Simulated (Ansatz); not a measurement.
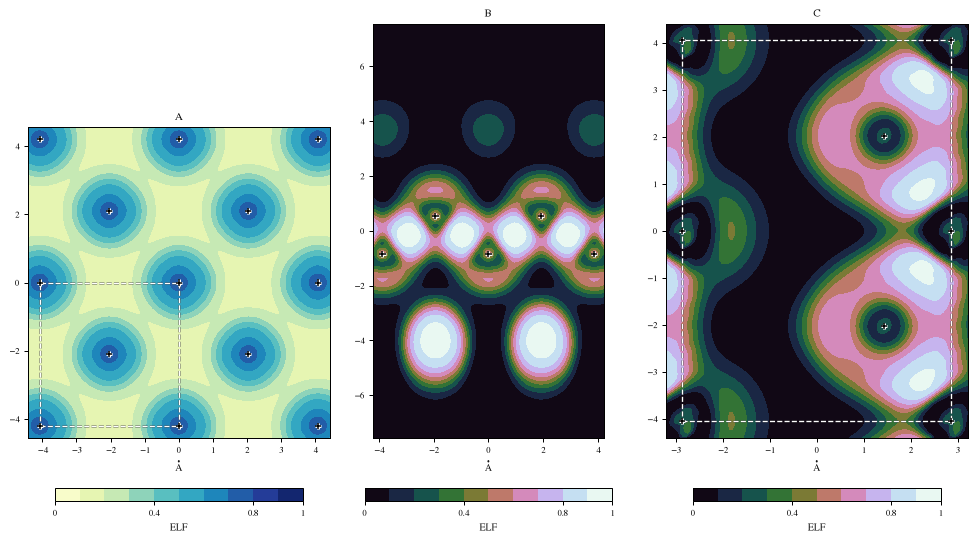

The electron localisation function of 3 systems, each on a plane through atoms (crosses mark nuclei in the plane).

Method: DFT PBE, scalar-relativistic, plane waves, PAW in Ansatz.

System 1: AlAs, the (110) plane of the conventional cell. Space group F-43m; a structure from a database of computed crystals, not necessarily the ambient phase.

System 2: Si (slab), the (100) plane of the calculation cell, a cut from vacuum to vacuum. Not relaxed (largest force 0.6 eV/Å).

```
Si
1.0
     3.86771    0.00000    0.00000
     0.00000    3.86771    0.00000
     0.00000    0.00000   28.46819
Si
6
Direct
  0.93670 0.50000 0.27946
  0.73044 0.00000 0.31902
  0.23594 0.00000 0.36786
  0.23412 0.50000 0.41622
  0.73436 0.50000 0.46418
  0.73476 0.00000 0.51482
```

System 3: Au, the (110) plane of the conventional cell. Space group I4/mmm; a structure from a database of computed crystals, not necessarily the ambient phase.

```xyz
2
Lattice="2.9438 -0.0183 0.3781 -0.0319 2.9419 0.3918 -0.5184 -0.5396 4.0097" Properties=species:S:1:pos:R:3 pbc="T T T"
Au    1.1968    1.1920    2.3898
Au    0.0000    0.0000    0.0000
```

Q: Match each panel to its system.

A: Panel A is system 3, Au: the plane holds Au. Au–Au (2.93 Å): the ELF is about 0.20 at the midpoint (no localised pair shows between them). Panel B is system 2, Si: the plane holds Si. Si–Si (2.37 Å): the ELF peaks at about 0.95 between the atoms. Panel C is system 1, AlAs: the plane holds Al and As. Al–As (2.48 Å): the ELF peaks at about 0.90 between the atoms; localised, covalent bonding.
